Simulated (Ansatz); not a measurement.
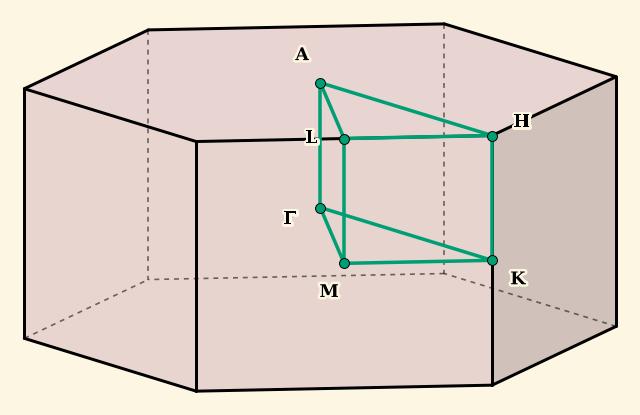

The figure shows the first Brillouin zone with its special points and a band path. Crystal: MgO, the geometry relaxed with Ansatz, DFT PBE, scalar-relativistic, plane waves, PAW; the starting structure was generated, so it need not be a known form of this composition. Geometry calculated from the standardised cell; symmetry tolerance 0.002 Å.

Labels and path follow the convention of Hinuma et al. (2017), as computed by seekpath.

**Name the Bravais lattice of the crystal.**

A primitive hexagonal lattice (hP; extended symbol hP2). The zone is a hexagonal prism in its combinatorial type: 8 faces (6 with 4 edges, 2 with 6 edges), 18 edges, 12 vertices.

**In which order does the conventional band path visit the special points?**

Γ–M–K–Γ–A–L–H–A | L–M | H–K
